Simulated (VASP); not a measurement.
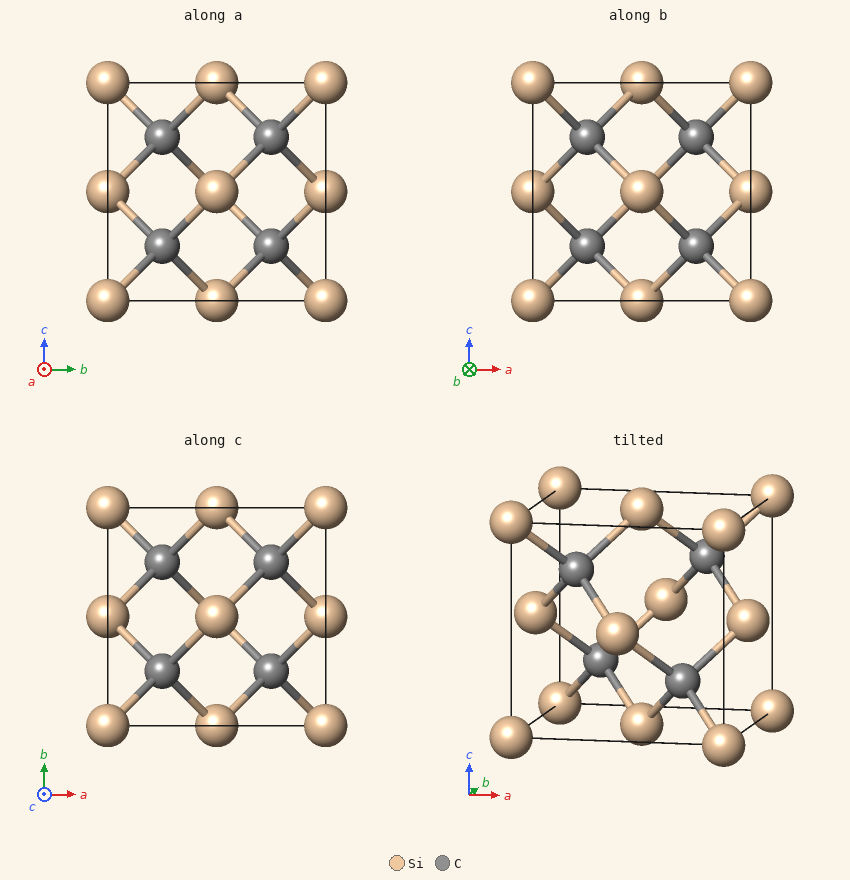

An orthographic ball-and-stick view of the structure, along the a axis, along the b axis, along the c axis and slightly off an axis. Lines trace the edges of the conventional unit cell.

Lattice parameters: a = 4.3561 Å, b = 4.3561 Å, c = 4.3561 Å, α = 90.000°, β = 90.000°, γ = 90.000°.

Q: Set out the cell and atoms as a CIF in P1 with every atom of the cell.

A:
```cif
data_structure
_symmetry_space_group_name_H-M 'P 1'
_symmetry_Int_Tables_number 1
_cell_length_a 4.3561
_cell_length_b 4.3561
_cell_length_c 4.3561
_cell_angle_alpha 90.000
_cell_angle_beta 90.000
_cell_angle_gamma 90.000
_cell_volume 82.66
loop_
_atom_site_label
_atom_site_type_symbol
_atom_site_fract_x
_atom_site_fract_y
_atom_site_fract_z
_atom_site_occupancy
Si1 Si 0.0000 0.0000 0.0000 1
C1 C 0.2500 0.2500 0.7500 1
Si2 Si 0.0000 0.5000 0.5000 1
C2 C 0.2500 0.7500 0.2500 1
Si3 Si 0.5000 0.0000 0.5000 1
C3 C 0.7500 0.2500 0.2500 1
Si4 Si 0.5000 0.5000 0.0000 1
C4 C 0.7500 0.7500 0.7500 1
```

The cell started as a structure type filled with these elements by a generator (whether the compound takes this form wasn't checked). Earlier steps of the study may have refined or changed the cell and positions. It was run through VASP as a DFT input.
